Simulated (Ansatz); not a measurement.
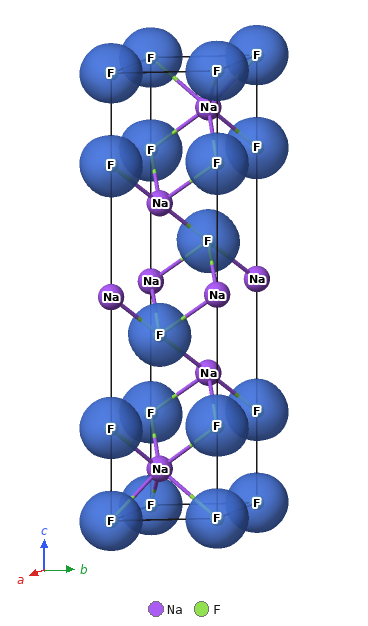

The picture shows: NaF. Isosurface of the electron localisation function at 0.6 (blue), seen slightly off an axis. Core shells and regions of very low density are left out. Sticks mark near contacts.

Space group P-3m1; a generated structure, not necessarily the stable one.

These are results of Ansatz, DFT PBE, scalar-relativistic, plane waves, PAW, not measurements.

Core electrons are frozen (PAW), and the valence fields are smoothed inside the atomic spheres.

Where are the electrons localised?

Answer. The ELF exceeds this value in five regions wrapped around F (the valence shell of each), counted in one cell of 10 atoms. Any copies at cell faces, edges or corners count once.

Values along the shortest contacts:
Na–F (2.34 Å): the ELF is about 0.05 at the midpoint: a closed-shell, largely ionic contact. Na–F (2.38 Å): the ELF is about 0.05 at the midpoint (a closed-shell, largely ionic contact).

Does the calculation make it a metal, or give it a gap?

Answer. It is gapped, with a Kohn–Sham gap of 5.8 eV on the k-point mesh, an upper bound to the gap of this method.
